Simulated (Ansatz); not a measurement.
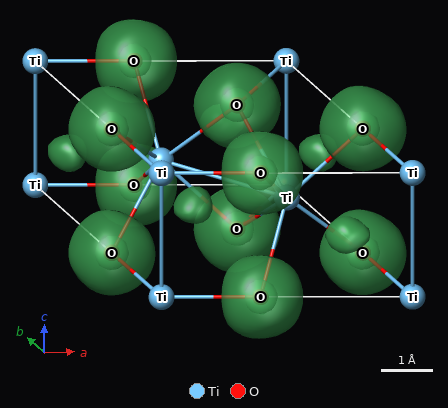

Figure. TiO. Isosurface of the electron localisation function at 0.65 (green), seen at an oblique angle. Only the valence region is drawn (cores and ρ < 0.01 e/Å³ removed). Sticks mark near contacts.

Space group P-62m; a structure from a database of computed crystals, not necessarily the ambient phase; computed pressure about −6 GPa in this cell.

All numbers below come from Kohn-Sham DFT of a periodic cell, PBEsol, Ansatz PAW in Ansatz.

In a PAW calculation such maps are meaningful between the atoms, not at the nuclei.

Input file:

```
crystal:
  lattice:
    - [4.989087772, 0.0, 0.0]
    - [-2.494543886, 4.3206767523, 0.0]
    - [0.0, 0.0, 2.87331344]
  atoms:
    - { symbol: Ti, position: [0.0, 0.0, 0.0] }
    - { symbol: Ti, position: [0.3333333333, 0.6666666667, 0.5] }
    - { symbol: Ti, position: [0.6666666667, 0.3333333333, 0.5] }
    - { symbol: O, position: [0.0, 0.39444076, 0.0] }
    - { symbol: O, position: [0.39444076, 0.0, 0.0] }
    - { symbol: O, position: [0.60555924, 0.60555924, 0.0] }
hamiltonian:
  xc: pbesol
  pseudopotentials: { kind: paw }
kpoints:
  mp_grid: { grid: [6, 6, 8] }
scf:
  occupations: { method: fermi_dirac, width: 0.05 }
  n_extra_bands: 15
output:
  forces: true
  stress: true
  eigenvalues: true
  dos: { projected: false, de: 0.05, nscf_kmesh: { grid: [9, 9, 12] } }
  write_density: true
  write_potential: true
  elf: true
  volumetric_format: npy
```

Command:

```sh
ansatz run input.yaml --threads 2 --pin off --max-ram 5632MiB --backend cpu --events-out ev --progress --plain --runs-dir out
```

Below, planes, directions and counts refer to the conventional cell (a = 4.99 Å, b = 4.99 Å, c = 2.87 Å, α = 90.00°, β = 90.00°, γ = 120.00°).

Q: Where are the electrons localised?

A: At this value the surface marks out three regions wrapped around O (the valence shell of each) and three pockets between the atoms, centred on no nucleus (multi-centre or interstitial), counted in one cell of 6 atoms. Any copies at cell faces, edges or corners count once. Along the contacts the grid gives the following. Ti–O (1.97 Å): the ELF peaks at about 0.85 in the valence shell of O, 0.6 Å from its nucleus, and is about 0.20 at the midpoint; no localised pair shows between them. Ti–Ti (2.87 Å): the ELF is about 0.35 at the midpoint.

Q: Does the calculation make it a metal, or give it a gap?

A: It is metallic or semimetallic at this level of theory: no gap opens; semilocal functionals without U, or without the true magnetic order, often close the gap of such compounds.
